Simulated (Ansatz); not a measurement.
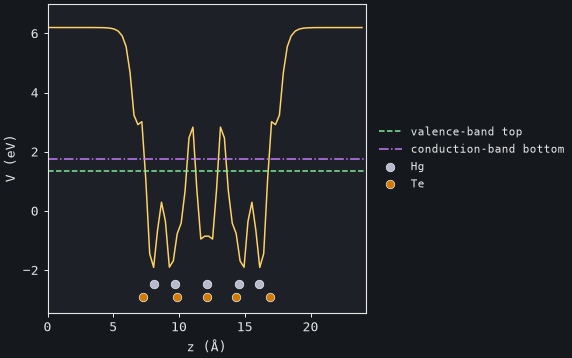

Plane-averaged electrostatic potential energy of an electron across the slab; circles at the bottom mark the heights of the atoms (positions after relaxation).

Structure: a (110) slab cut from HgTe (F-43m), ended by HgTe planes, 10 atoms in the cell; a = 4.60 Å, b = 6.51 Å, c = 24.21 Å, α = 90.00°, β = 90.00°, γ = 90.00°.

Ansatz 0.2.0; DFT PBEsol, scalar-relativistic, plane waves, PAW, no spin polarisation, 8×6×1 k mesh, 420 eV cutoff, Gaussian smearing of 0.1 eV.

What are the ionisation potential and the electron affinity of the slab?

From the vacuum level at the right face the ionisation potential is 4.84 eV and the electron affinity 4.45 eV; the left face gives the same. The slab's gap, their difference before rounding, is 0.38 eV. The two vacuum levels agree, so the slab has no net dipole along its normal.

How thick are slab and vacuum?

The outermost atoms are 9.6 Å apart, which leaves 14.6 Å of vacuum in a cell 24.2 Å high.

Spin-orbit coupling is left out, which matters for Hg and Te.
